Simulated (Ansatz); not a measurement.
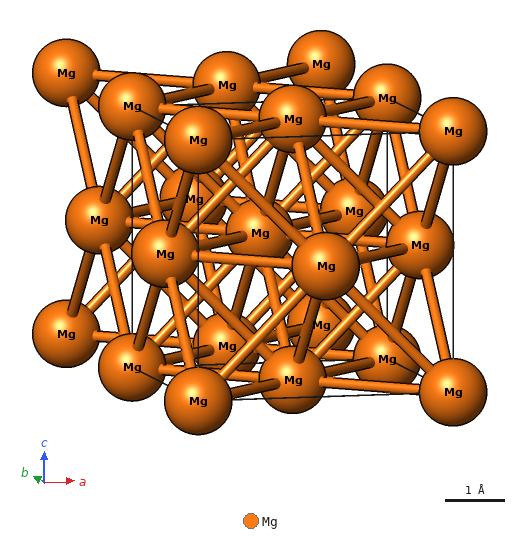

The starting point is a symmetric starting cell of Mg. Style: ball-and-stick. Shown: the conventional cell (4 times the calculation's cell), repeated 1 × 2 × 1 with one cell outlined, slightly off an axis. Lengths and directions refer to the drawn axes.

All numbers below come from DFT PBE, scalar-relativistic, plane waves, PAW in Ansatz. Set-up: plane-wave cutoff 420 eV; k-point mesh 16 × 16 × 16; occupations gaussian; smearing width 0.1 eV; no spin polarisation.

The variant: All lengths are scaled by +0.5 % (volume +1.6 %), the atoms keeping their fractional coordinates. No relaxation follows. The starting cell wasn't computed here and needn't be at equilibrium, so pressure and forces aren't due to the change alone.

Input file:
```yaml
crystal:
  lattice:
    - [0.0, 2.255836361, 2.255836361]
    - [2.255836361, 0.0, 2.255836361]
    - [2.255836361, 2.255836361, 0.0]
  atoms:
    - { symbol: Mg, position: [0.0, 0.0, 0.0] }
basis:
  ecutwfc: 420
kpoints:
  mp_grid: { grid: [16, 16, 16] }
hamiltonian:
  xc: pbe
scf:
  occupations: { method: gaussian, width: 0.1 }
output:
  forces: true
  stress: true
  eigenvalues: true
```

Command:
```bash
ansatz run input.yaml --threads 1 --pin off --max-ram 1331MiB --backend cpu --events-out ev --progress --plain --runs-dir out
```

Question: What is the effect?

Answer: The pressure is 0.3 GPa (not all of it need come from the change, since the unchanged cell can be under pressure at this level too). All forces vanish by symmetry. Near-neighbour distances before and after: Mg–Mg 3.174 → 3.190 Å. The space group stays Fm-3m (No. 225).
